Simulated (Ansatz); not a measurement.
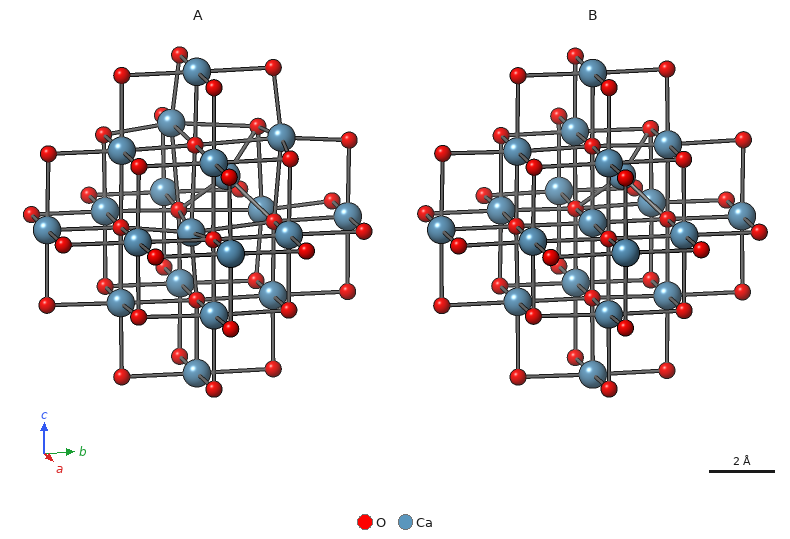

Two geometries of a defect cell of composition O32Ca33, drawn at one scale. One is the start of a relaxation, the other its converged end. A ball-and-stick model of the atoms within 5.8 Å of the atom that moves most (axes of the cell of the calculation (origin shifted)), seen slightly off an axis.

These are results of DFT, PBEsol, PAW, plane waves (Ansatz), not measurements. (plane-wave cutoff 420 eV; k-point mesh 1 × 1 × 1; mesh shifted by (0.25, 0.25, 0.25); no spin polarisation; atoms relaxed in a fixed cell; force threshold 0.03 eV/Å; at most 80 steps)

> Which one is relaxed?

Structure A is the relaxed one. The atom that moves furthest is a Ca atom (0.42 Å along [1 −1 −1]). Largest moves by element: Ca 0.42 Å, O 0.12 Å. The cell stays as it was. Near-neighbour distances that change, for instance: Ca–Ca 3.366 → 4.055 Å, Ca–Ca 3.401 → 4.072 Å, Ca–Ca 3.379 → 4.034 Å, Ca–Ca 3.392 → 4.021 Å. Bond angles that change, for instance: O–Ca–O 179.6° → 166.0°, O–Ca–O 179.0° → 166.2°, O–Ca–O 179.0° → 166.9°. After 8 geometry steps the energy has fallen by 4.949 eV per cell of the calculation. The largest force component goes from 4.6 to 0.019 eV/Å.
